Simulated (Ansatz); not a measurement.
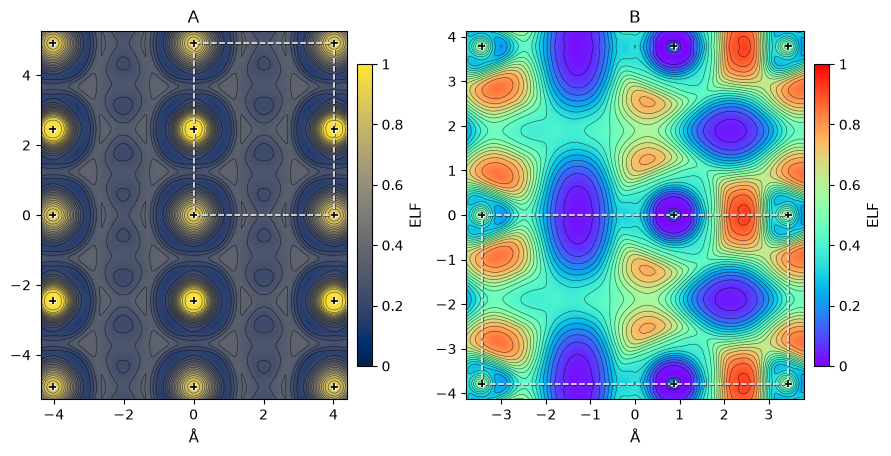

The ELF of 2 systems, each on a plane through atoms (crosses mark nuclei in the plane).

Computed with DFT PBEsol, scalar-relativistic, plane waves, PAW in Ansatz 0.2.0.

System 1: Fe$_{3}$Co, the (101) plane of the conventional cell. Space group P4/mmm; a structure from a database of computed crystals, not necessarily the ambient phase; computed pressure about −10 GPa in this cell; spin-polarised.

```
CELL_PARAMETERS angstrom
4.02358 0.00000 0.00000
0.00000 4.02358 0.00000
0.00000 0.00000 2.82771
ATOMIC_POSITIONS crystal
Fe 0.50000 0.50000 0.00000
Fe 0.50000 0.00000 0.50000
Fe 0.00000 0.50000 0.50000
Co 0.00000 0.00000 0.00000
```

System 2: SiGe, the (11̄0) plane of the conventional cell. Space group P6₃mc; a structure from a database of computed crystals, not necessarily the ambient phase; not relaxed (largest force 0.7 eV/Å).

```
CELL_PARAMETERS angstrom
3.78236 0.00000 0.00000
-1.89118 3.27562 0.00000
0.00000 0.00000 6.87397
ATOMIC_POSITIONS crystal
Si 0.66667 0.33333 0.87461
Si 0.33333 0.66667 0.37461
Ge 0.66667 0.33333 0.50039
Ge 0.33333 0.66667 0.00039
```

Which map belongs to which system?

Answer. Panel A is system 1, Fe$_{3}$Co: the plane holds Fe and Co. Fe–Co (2.46 Å): the ELF is about 0.25 at the midpoint: no shared electron pair shows on this line. Panel B is system 2, SiGe: the plane holds Si and Ge. Si–Ge (2.57 Å): the ELF peaks at about 0.90 in the valence shell of Si, 0.9 Å from its nucleus, and is about 0.90 at the midpoint.
